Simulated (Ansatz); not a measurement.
```xyz
12
Lattice="4.7481 0.0000 0.0000 0.0000 4.7481 0.0000 0.0000 0.0000 7.4880" Properties=species:S:1:pos:R:3 pbc="T T T"
Si    0.0000    0.0000    0.0000
Si    2.3740    2.3740    3.7440
Si    0.0000    2.3740    1.8720
Si    2.3740    0.0000    5.6160
O     1.1870    2.9599    2.8080
O     3.5611    0.5858    6.5520
O     0.5858    1.1870    0.9360
O     2.9599    3.5611    4.6800
O     3.5611    1.7882    2.8080
O     1.1870    4.1623    6.5520
O     1.7882    1.1870    4.6800
O     4.1623    3.5611    0.9360
```

Space group I-42d.

All numbers below come from Ansatz, DFT r2SCAN, scalar-relativistic, plane waves, PAW.

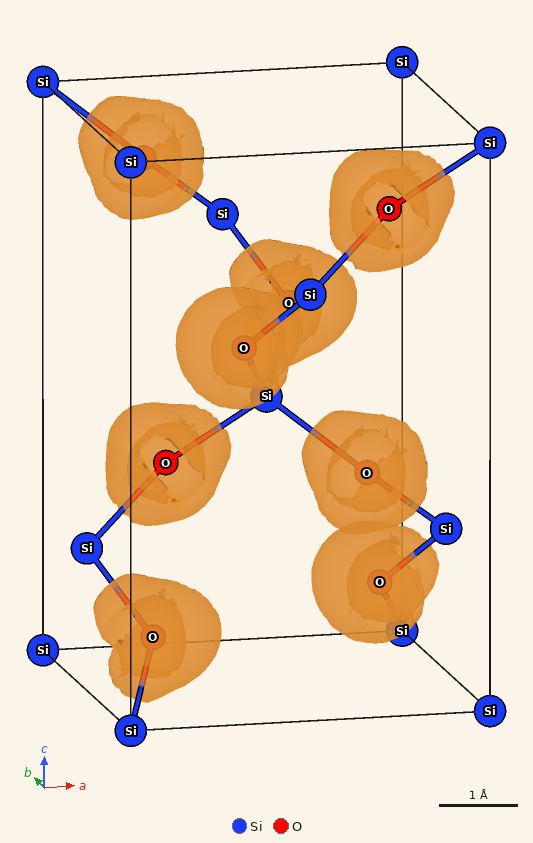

SiO2. Isosurface of the ELF at 0.8 (orange), seen slightly off an axis. Core shells and regions of very low density are left out. Sticks mark near contacts.

In a PAW calculation such maps are meaningful between the atoms, not at the nuclei.

Identify the bonds, lone pairs and shells in this picture.

The surface consists of eight regions on O in which the atom's valence shell and bonds are merged, counted in one cell of 12 atoms. Any copies at cell faces, edges or corners count once.

Values along the shortest contacts:
Si–O (1.62 Å): the ELF peaks at about 0.85 between the atoms (a polar covalent bond).

Metal or insulator at this level of theory?

It is gapped, with a Kohn–Sham gap of 6.7 eV on the k-point mesh (the band edges may lie off the mesh, which would make the gap smaller).
